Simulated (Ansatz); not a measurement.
# Geometry relaxation, with input and output: W$_{3}$Si$_{2}$ (part 1 of 2)

- system: W$_{3}$Si$_{2}$ (P4/mbm, 10 atoms in the cell)
- method: DFT PBE, scalar-relativistic, plane waves, PAW, no spin polarisation (Ansatz 0.2.0)

The structure derives from a Materials Project entry.

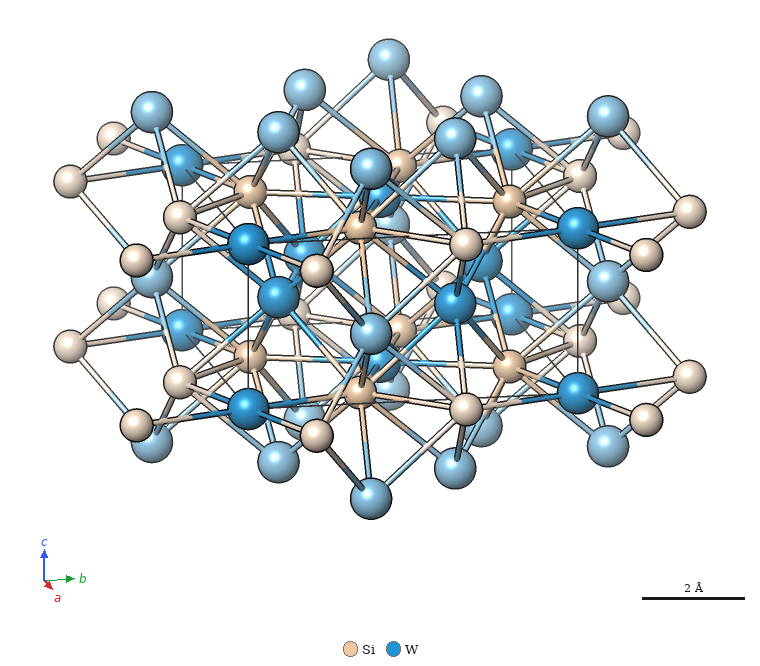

**Figure 1.** The structure as given in the input (ball-and-stick view of the cell of the calculation, seen slightly off an axis; neighbours outside the cell are drawn fainter). An atom can appear more than once, as a periodic image.

### The input
```yaml
crystal:
  lattice:
    - [6.615847, 0.0, 0.0]
    - [0.0, 6.615847, 0.0]
    - [0.0, 0.0, 3.343505]
  atoms:
    - { symbol: Si, position: [0.133998, 0.633998, 0.0] }
    - { symbol: Si, position: [0.866002, 0.366002, 0.0] }
    - { symbol: Si, position: [0.633998, 0.866002, 0.0] }
    - { symbol: Si, position: [0.366002, 0.133998, 0.0] }
    - { symbol: W, position: [0.5, 0.5, 0.0] }
    - { symbol: W, position: [0.0, 0.0, 0.0] }
    - { symbol: W, position: [0.659841, 0.159841, 0.5] }
    - { symbol: W, position: [0.340159, 0.840159, 0.5] }
    - { symbol: W, position: [0.159841, 0.340159, 0.5] }
    - { symbol: W, position: [0.840159, 0.659841, 0.5] }
basis:
  ecutwfc: 420
kpoints:
  mp_grid: { grid: [6, 6, 10] }
hamiltonian:
  xc: pbe
scf:
  occupations: { method: gaussian, width: 0.1 }
output:
  forces: true
  stress: true
  eigenvalues: true
relax:
  adjacent_minimum: "off"
  f_tol: 0.005
  max_steps: 80
  cell: { stress_tol: 0.05 }
```

Run on 2 threads of Intel Xeon @ 2.50GHz (Skylake/Cascade Lake), 189 GiB of memory available, shared host.

Launch command:
```bash
ansatz run input.yaml --threads 2 --pin off --max-ram 5120MiB --backend cpu --events-out ev --progress --plain --runs-dir out
```

### Output
```
Engine: ansatz 0.2.0, x86_64-unknown-linux-gnu
Pseudopotentials: kind: paw
Pseudopotential: Si, paw, valence charge 4, recommended cutoff 420 eV (normal), Si.paw.azcp
Pseudopotential: W, paw, valence charge 14, recommended cutoff 420 eV (normal), W.paw.azcp
Functional definition: PBE
  parameter kappa = 0.804
  parameter beta = 0.06672455060314922
  exchange = pbe_x(kappa = kappa, mu = beta*pi^2/3)
  correlation = pbe_c(beta = beta)
Crystal: 10 atoms, lattice volume = 146.343 Å³
Basis set: ecut = 420 eV, 2875 PW (Γ), exchange–correlation on 90×90×48 points (8 copies of the dense FFT grid, shifted against one another)
Bands: 60, of which v1, the nominal top of the filled ones, is band 50 counted from 1 (49 counted from 0)
Symmetry: 16 space group operations
Space group: P4/mbm (ITA 127), of the structure as read, at distance tolerance 5.3e-5 Å
k-points: 60 of 360
Non-local potential: Si, projectors of the file, l = 0: 2, l = 1: 2, l = 2: 2
Non-local potential: W, projectors of the file, l = 0: 3, l = 1: 2, l = 2: 2, l = 3: 1
PAW form: soft (Blöchl's): semilocal exchange-correlation on the pseudo side does not see the compensation charge
PAW one-centre angular grid: Si, 110 points (default); XC on 64 Gauss nodes
PAW one-centre angular grid: W, 590 points (default); XC on 64 Gauss nodes
Initial density: superposition of atomic densities (neutral atoms: chi_scale 0, normalization atom), corrected by the library's trained network
Initial wavefunctions: pseudopotential atomic-orbital guess
Functional: x = pbe(κ = 0.804, μ = 0.2195149727645171), c = pbe(β = 0.06672455060314922)
SCF iter   1: F=—  HF=-64852.057950 eV  |F-HF|=—  |Δ(HF+E_count)|=         —  Δρ=8.25e-3  dr2=1.05e-1  ethr=1.77e-3  ⟨swp⟩=6.3  Hψ=14265  notcnv=0
preconditioner: auto → Kerker (q_TF=auto, 2.561 Å⁻¹)  [metal: Δε(μ)=0.023 eV  Ē_g=5.804 eV  σ=0.100 eV  W_gap=0.13  n_scr=38 (ndim 8)  ℏωp=22.1 eV  f_vac=0.000  D(μ)=5.19/eV (n_scr^D=38)]
SCF iter   2: F=—  HF=-64852.041501 eV  |F-HF|=—  |Δ(HF+E_count)|=   1.64e-2  Δρ=4.45e-3  dr2=2.76e-2  ethr=1.05e-4  ⟨swp⟩=1.2  Hψ=4155  notcnv=0  defer=3
SCF iter   3: F=—  HF=-64852.036679 eV  |F-HF|=—  |Δ(HF+E_count)|=   4.82e-3  Δρ=5.89e-4  dr2=5.79e-4  ethr=2.76e-5  ⟨swp⟩=2.0  Hψ=4402  notcnv=0  defer=3
SCF iter   4: F=—  HF=-64852.036656 eV  |F-HF|=—  |Δ(HF+E_count)|=   2.33e-5  Δρ=1.79e-4  dr2=6.95e-5  ethr=5.79e-7  ⟨swp⟩=2.0  Hψ=4818  notcnv=0  defer=3
SCF iter   5: F=—  HF=-64852.036621 eV  |F-HF|=—  |Δ(HF+E_count)|=   3.53e-5  Δρ=3.49e-5  dr2=2.91e-6  ethr=6.95e-8  ⟨swp⟩=2.0  Hψ=4893  notcnv=0  defer=3
SCF iter   6: F=—  HF=-64852.036620 eV  |F-HF|=—  |Δ(HF+E_count)|=   6.90e-7  Δρ=7.70e-6  dr2=1.12e-7  ethr=2.91e-9  ⟨swp⟩=2.0  Hψ=4950  notcnv=0  defer=3
SCF iter   7: F=-64852.036620 eV  HF=-64852.036620 eV  |F-HF|=1.01e-9  |Δ(HF+E_count)|=   1.90e-8  Δρ=1.14e-6  dr2=2.20e-9  ethr=1.00e-10  ⟨swp⟩=9.5  Hψ=13552  notcnv=0
SCF 1 converged in 7 iterations: F = -64852.036620 eV  dr2 = 2.20e-9
  greatest PAW one-centre occupation: 1.000 electrons in one spin orbital (limit 2), on the W atom at site 4 (counted from 0), in its partial waves of l = 0
relax step   1: F+E_penalty+E_count = -64852.03661987 eV  Δ(F+E_penalty+E_count) = +0.000e0 eV  max|allowed force component| = 1.104e-2 eV/Å  Δτ_max = 0.0000 Å  P = -1.208 GPa  Ω = 146.343 Å³  (7 SCF iters, dr2 threshold 1.00e-7 eV, accepted)
Crystal: 10 atoms, lattice volume = 144.882 Å³
Initial density: handed on by an earlier stage of this run
Initial wavefunctions: those handed on with the density
iter 1 solved again at ethr=7.49e-6 eV; its pass at ethr=3.10e-3 eV (dr2=7.49e-3 eV) is discarded
SCF iter   1: F=—  HF=-64852.042950 eV  |F-HF|=—  |Δ(HF+E_count)|=         —  Δρ=1.62e-3  dr2=7.46e-3  ethr=7.49e-6  ⟨swp⟩=2.0  Hψ=16687  notcnv=0
preconditioner: auto → Kerker (q_TF=auto, 2.565 Å⁻¹)  [metal: Δε(μ)=0.007 eV  Ē_g=5.855 eV  σ=0.100 eV  W_gap=0.04  n_scr=38 (ndim 8)  ℏωp=22.2 eV  f_vac=0.000  D(μ)=5.30/eV (n_scr^D=38)]
SCF iter   2: F=—  HF=-64852.042107 eV  |F-HF|=—  |Δ(HF+E_count)|=   8.43e-4  Δρ=8.58e-4  dr2=1.97e-3  ethr=7.46e-6  ⟨swp⟩=1.1  Hψ=3608  notcnv=0
SCF iter   3: F=—  HF=-64852.041770 eV  |F-HF|=—  |Δ(HF+E_count)|=   3.37e-4  Δρ=1.12e-4  dr2=1.97e-5  ethr=1.97e-6  ⟨swp⟩=2.0  Hψ=4362  notcnv=0
SCF iter   4: F=—  HF=-64852.041763 eV  |F-HF|=—  |Δ(HF+E_count)|=   7.52e-6  Δρ=1.61e-5  dr2=3.05e-7  ethr=1.97e-8  ⟨swp⟩=2.0  Hψ=5175  notcnv=0
iter 5 did not close the SCF: its close was put off for the readings that it lacked (scf_convergence_deferred on its scf_iter line)
SCF iter   5: F=-64852.041762 eV  HF=-64852.041762 eV  |F-HF|=4.92e-9  |Δ(HF+E_count)|=   5.31e-8  Δρ=2.95e-6  dr2=1.27e-8  ethr=3.05e-10  ⟨swp⟩=2.0  Hψ=5352  notcnv=0
SCF iter   6: F=-64852.041762 eV  HF=-64852.041762 eV  |F-HF|=1.75e-10  |Δ(HF+E_count)|=   2.44e-9  Δρ=5.84e-7  dr2=4.29e-10  ethr=1.27e-11  ⟨swp⟩=1.9  Hψ=10159  notcnv=0
SCF 2 converged in 6 iterations: F = -64852.041762 eV  dr2 = 4.29e-10
  greatest PAW one-centre occupation: 1.000 electrons in one spin orbital (limit 2), on the W atom at site 5 (counted from 0), in its partial waves of l = 0
relax step   2: F+E_penalty+E_count = -64852.04176245 eV  Δ(F+E_penalty+E_count) = -5.143e-3 eV  max|allowed force component| = 2.056e-2 eV/Å  Δτ_max = 0.0006 Å  P = +1.217 GPa  Ω = 144.882 Å³  energy of the carried Pulay correction = +4.973e-4 eV  (6 SCF iters, dr2 threshold 1.00e-6 eV, accepted)
Crystal: 10 atoms, lattice volume = 145.559 Å³
iter 1 solved again at ethr=1.10e-7 eV; its pass at ethr=3.10e-3 eV (dr2=1.10e-4 eV) is discarded
SCF iter   1: F=—  HF=-64852.044391 eV  |F-HF|=—  |Δ(HF+E_count)|=         —  Δρ=2.91e-4  dr2=1.02e-4  ethr=1.10e-7  ⟨swp⟩=3.0  Hψ=18085  notcnv=0
preconditioner: auto → Kerker (q_TF=auto, 2.563 Å⁻¹)  [metal: Δε(μ)=0.006 eV  Ē_g=5.830 eV  σ=0.100 eV  W_gap=0.03  n_scr=38 (ndim 8)  ℏωp=22.2 eV  f_vac=0.000  D(μ)=5.28/eV (n_scr^D=38)]
SCF iter   2: F=—  HF=-64852.044363 eV  |F-HF|=—  |Δ(HF+E_count)|=   2.80e-5  Δρ=1.74e-4  dr2=3.61e-5  ethr=1.02e-7  ⟨swp⟩=1.0  Hψ=3600  notcnv=0
iter 3 did not close the SCF: its close was put off for the readings that it lacked (scf_convergence_deferred on its scf_iter line)
SCF iter   3: F=-64852.044354 eV  HF=-64852.044354 eV  |F-HF|=3.11e-7  |Δ(HF+E_count)|=   9.43e-6  Δρ=1.80e-5  dr2=5.24e-7  ethr=3.61e-8  ⟨swp⟩=2.0  Hψ=5162  notcnv=0
iter 4 did not close the SCF: its close was put off for the readings that it lacked (scf_convergence_deferred on its scf_iter line)
SCF iter   4: F=-64852.044354 eV  HF=-64852.044354 eV  |F-HF|=6.17e-9  |Δ(HF+E_count)|=   1.67e-7  Δρ=2.93e-6  dr2=1.25e-8  ethr=5.24e-10  ⟨swp⟩=2.0  Hψ=5170  notcnv=0
iter 5 did not close the SCF: its close was put off for the readings that it lacked (scf_convergence_deferred on its scf_iter line)
SCF iter   5: F=-64852.044354 eV  HF=-64852.044354 eV  |F-HF|=3.49e-10  |Δ(HF+E_count)|=   1.62e-9  Δρ=6.35e-7  dr2=7.25e-10  ethr=1.25e-11  ⟨swp⟩=2.0  Hψ=5156  notcnv=0
SCF iter   6: F=-64852.044354 eV  HF=-64852.044354 eV  |F-HF|=0.00e0  |Δ(HF+E_count)|=  1.24e-10  Δρ=1.08e-7  dr2=2.16e-11  ethr=1.00e-12  ⟨swp⟩=1.0  Hψ=9285  notcnv=0
SCF 3 converged in 6 iterations: F = -64852.044354 eV  dr2 = 2.16e-11
relax step   3: F+E_penalty+E_count = -64852.04435385 eV  Δ(F+E_penalty+E_count) = -2.591e-3 eV  max|allowed force component| = 7.082e-3 eV/Å  Δτ_max = 0.0025 Å  P = +0.069 GPa  Ω = 145.559 Å³  energy of the carried Pulay correction = +2.663e-4 eV  (6 SCF iters, dr2 threshold 1.00e-6 eV, accepted)
Crystal: 10 atoms, lattice volume = 145.601 Å³
iter 1 solved again at ethr=7.82e-8 eV; its pass at ethr=3.10e-3 eV (dr2=7.82e-5 eV) is discarded
SCF iter   1: F=—  HF=-64852.044427 eV  |F-HF|=—  |Δ(HF+E_count)|=         —  Δρ=1.66e-4  dr2=7.27e-5  ethr=7.82e-8  ⟨swp⟩=2.5  Hψ=15149  notcnv=0
preconditioner: auto → Kerker (q_TF=auto, 2.563 Å⁻¹)  [metal: Δε(μ)=0.006 eV  Ē_g=5.828 eV  σ=0.100 eV  W_gap=0.03  n_scr=38 (ndim 8)  ℏωp=22.2 eV  f_vac=0.000  D(μ)=5.26/eV (n_scr^D=38)]
SCF iter   2: F=—  HF=-64852.044430 eV  |F-HF|=—  |Δ(HF+E_count)|=   3.00e-6  Δρ=8.67e-5  dr2=1.81e-5  ethr=7.27e-8  ⟨swp⟩=1.1  Hψ=3607  notcnv=0
SCF iter   3: F=—  HF=-64852.044405 eV  |F-HF|=—  |Δ(HF+E_count)|=   2.51e-5  Δρ=1.36e-5  dr2=4.72e-7  ethr=1.81e-8  ⟨swp⟩=2.0  Hψ=4255  notcnv=0
iter 4 did not close the SCF: its close was put off for the readings that it lacked (scf_convergence_deferred on its scf_iter line)
SCF iter   4: F=-64852.044404 eV  HF=-64852.044404 eV  |F-HF|=5.26e-9  |Δ(HF+E_count)|=   1.21e-7  Δρ=2.76e-6  dr2=9.79e-9  ethr=4.72e-10  ⟨swp⟩=2.0  Hψ=4995  notcnv=0
iter 5 did not close the SCF: its close was put off for the readings that it lacked (scf_convergence_deferred on its scf_iter line)
SCF iter   5: F=-64852.044404 eV  HF=-64852.044404 eV  |F-HF|=5.82e-11  |Δ(HF+E_count)|=   1.38e-9  Δρ=4.07e-7  dr2=1.50e-10  ethr=9.79e-12  ⟨swp⟩=2.0  Hψ=5178  notcnv=0
SCF iter   6: F=-64852.044404 eV  HF=-64852.044404 eV  |F-HF|=0.00e0  |Δ(HF+E_count)|=  2.18e-11  Δρ=7.89e-8  dr2=7.57e-12  ethr=1.00e-12  ⟨swp⟩=1.7  Hψ=7750  notcnv=0
SCF 4 converged in 6 iterations: F = -64852.044404 eV  dr2 = 7.57e-12
relax step   4: F+E_penalty+E_count = -64852.04440450 eV  Δ(F+E_penalty+E_count) = -5.064e-5 eV  max|allowed force component| = 2.106e-3 eV/Å  Δτ_max = 0.0008 Å  P = +0.001 GPa  Ω = 145.601 Å³  energy of the carried Pulay correction = +2.520e-4 eV  (6 SCF iters, dr2 threshold 2.98e-8 eV, accepted)
Initial wavefunctions: pseudopotential atomic-orbital guess (no wavefunctions were taken with the density)
iter 1 solved again at ethr=2.70e-7 eV; its pass at ethr=3.10e-3 eV (dr2=2.70e-4 eV) is discarded
SCF iter   1: F=—  HF=-64852.044157 eV  |F-HF|=—  |Δ(HF+E_count)|=         —  Δρ=4.41e-5  dr2=1.24e-7  ethr=2.70e-7  ⟨swp⟩=3.8  Hψ=23429  notcnv=0
eigensolver tolerance schedule: the retry pair's looser diagonalisation over-reported the residual by 2180.48 of it (diagonalisation noise at 0.23 of the residual, at the tolerance the schedule requests for it); recorded, not acted on — ethr = c·dr2/N_el stays at c = 1.0e-1
preconditioner: auto → Kerker (q_TF=auto, 2.563 Å⁻¹)  [metal: Δε(μ)=0.005 eV  Ē_g=5.828 eV  σ=0.100 eV  W_gap=0.03  n_scr=38 (ndim 8)  ℏωp=22.2 eV  f_vac=0.000  D(μ)=5.26/eV (n_scr^D=38)]
SCF iter   2: F=—  HF=-64852.044151 eV  |F-HF|=—  |Δ(HF+E_count)|=   6.29e-6  Δρ=2.23e-5  dr2=3.06e-8  ethr=1.24e-10  ⟨swp⟩=3.2  Hψ=8000  notcnv=0
SCF iter   3: F=—  HF=-64852.044152 eV  |F-HF|=—  |Δ(HF+E_count)|=   9.35e-7  Δρ=1.34e-6  dr2=3.48e-10  ethr=3.06e-11  ⟨swp⟩=2.1  Hψ=6574  notcnv=0
iter 4 did not close the SCF: its close was put off for the readings that it lacked (scf_convergence_deferred on its scf_iter line)
SCF iter   4: F=-64852.044152 eV  HF=-64852.044152 eV  |F-HF|=2.91e-11  |Δ(HF+E_count)|=   1.92e-9  Δρ=2.64e-7  dr2=3.14e-11  ethr=1.00e-12  ⟨swp⟩=1.0  Hψ=3600  notcnv=0
iter 5 did not close the SCF: its close was put off for the readings that it lacked (scf_convergence_deferred on its scf_iter line)
SCF iter   5: F=-64852.044152 eV  HF=-64852.044152 eV  |F-HF|=2.18e-11  |Δ(HF+E_count)|=  5.82e-11  Δρ=3.04e-8  dr2=9.09e-13  ethr=1.00e-12  ⟨swp⟩=1.0  Hψ=3600  notcnv=0
iter 6 did not close the SCF: its close was put off for the readings that it lacked (scf_convergence_deferred on its scf_iter line)
SCF iter   6: F=-64852.044152 eV  HF=-64852.044152 eV  |F-HF|=7.28e-12  |Δ(HF+E_count)|=  3.64e-11  Δρ=5.16e-9  dr2=4.37e-14  ethr=1.00e-12  ⟨swp⟩=1.0  Hψ=3600  notcnv=0
iter 7 did not close the SCF: its close was put off for the readings that it lacked (scf_convergence_deferred on its scf_iter line)
SCF iter   7: F=-64852.044152 eV  HF=-64852.044152 eV  |F-HF|=2.18e-11  |Δ(HF+E_count)|=  2.91e-11  Δρ=1.14e-9  dr2=1.05e-15  ethr=1.00e-12  ⟨swp⟩=1.0  Hψ=3600  notcnv=0
SCF iter   8: F=-64852.044152 eV  HF=-64852.044152 eV  |F-HF|=1.46e-11  |Δ(HF+E_count)|=  2.91e-11  Δρ=4.09e-10  dr2=2.99e-16  ethr=1.00e-12  ⟨swp⟩=1.3  Hψ=7604  notcnv=0
SCF 5 converged in 8 iterations: F = -64852.044152 eV  dr2 = 2.99e-16
relax step   5: F+E_penalty+E_count = -64852.04415157 eV  Δ(F+E_penalty+E_count) = +2.529e-4 eV  max|allowed force component| = 2.116e-3 eV/Å  Δτ_max = 0.0000 Å  P = +0.000 GPa  Ω = 145.601 Å³  stress off target by 2.07e-2 GPa  SCF on the basis re-selected at this cell (its energy is not comparable with the rows above)  (8 SCF iters)
```

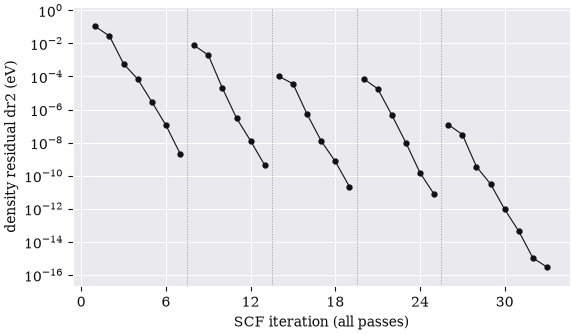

**Figure 2.** Convergence of the self-consistent field: density residual dr2 against the SCF iteration. The dotted lines part the SCF passes of the relaxation: geometry steps, rejected trials and re-solves on a re-selected basis. The 5 passes take 6 to 8 iterations each, 33 in all.

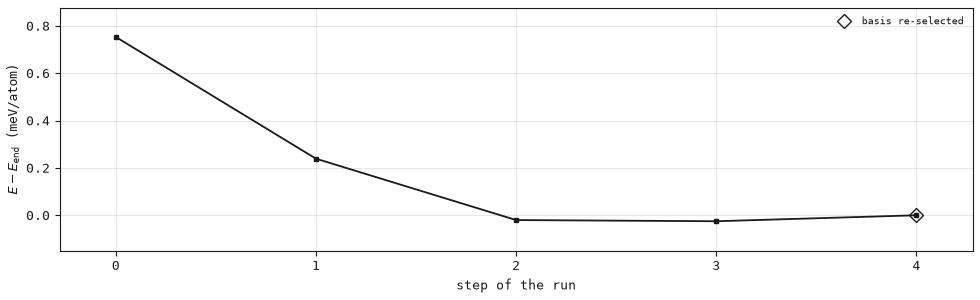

**Figure 3.** Progress of the relaxation, step by step (the first geometry is step 0 here and step 1 in the log).
